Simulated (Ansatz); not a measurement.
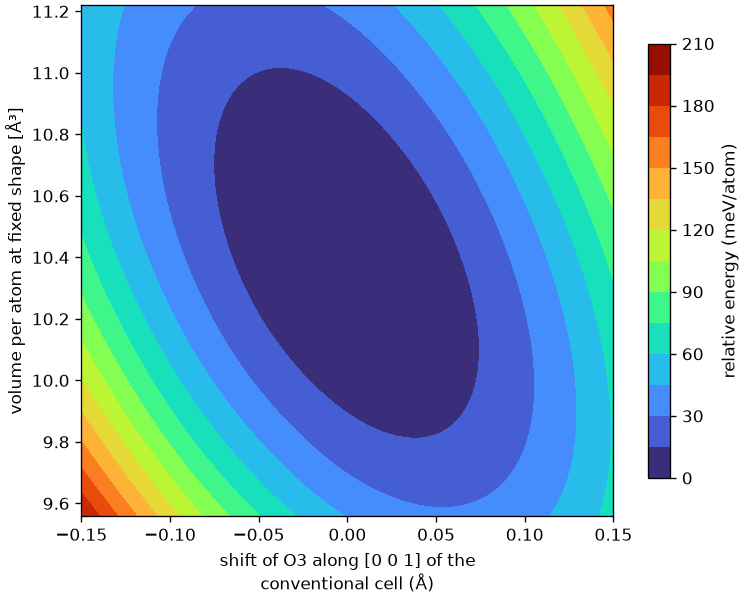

Al2O3 (P-6m2, No. 187; 5 atoms in the cell). The energy is mapped over a free internal coordinate and the cell. Coordinates scanned: (1) shift of O3 along [0 0 1] of the conventional cell, Cartesian (0 0 1), its symmetry partners moved as symmetry demands (measured in the relaxed cell); (2) volume per atom at fixed shape. Nothing is relaxed (all other coordinates fixed). The scan uses a 7 × 7 grid. Points are written as (first, second). Energies: meV/atom, counted from the lowest grid point. The calculation used DFT PBE+D3(BJ), scalar-relativistic, plane waves, PAW in Ansatz 0.2.0. Settings: cutoff 520 eV, k-mesh 9×9×4 in the order of the run's cell vectors, gaussian smearing 0.05 eV, no spin polarisation.

The picture shows filled contours. Between grid points the surface is interpolated.

The lowest grid point is at (0.00 Å, 10.389 Å³). No other kind of well shows on this grid. The highest grid point, (−0.15 Å, 9.558 Å³), lies 195 meV/atom above the lowest. Round the minimum the valley is somewhat tilted: raising the first coordinate shifts the best value of volume per atom at fixed shape downwards (coupling k₁₂/√(k₁₁k₂₂) about 0.5). The gap on the k-mesh is 4.6 eV at the lowest point and runs from 3.2 to 5.6 eV over the map.

The level of theory is changed to Ansatz 0.2.0, DFT LDA+D3(BJ), scalar-relativistic, plane waves, PAW; with it change the cell, relaxed at the new level (first cell vector 2.822 Å, before 2.867 Å); the new grid has 7 × 7 points, laid about the new relaxed structure.

> How does the landscape change?

The minimum (interpolated where it lies between grid points) moves from (0.00 Å, 10.389 Å³) to (0.00 Å, 9.570 Å³). The curvature at the minimum changes by less than a tenth (about 39) eV/Å² along the first coordinate and from about 0.56 to 0.7 eV/(Å³)² along volume per atom at fixed shape (per cell). In the new map: the gap on the k-mesh is 4.8 eV at the lowest point and runs from 3.2 to 5.9 eV over the map.

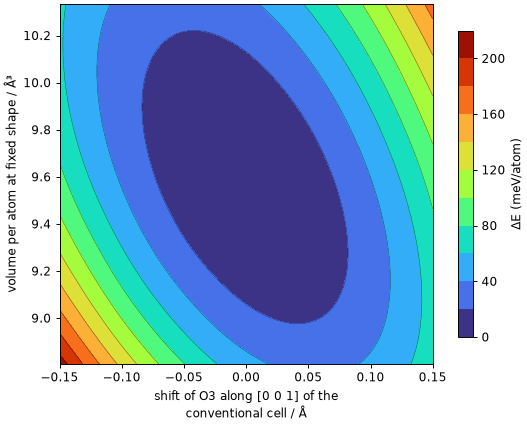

The map after the change, on a colour scale of its own. Drawn: filled contours. Between grid points the surface is interpolated.

PAW datasets: the set soft_1.
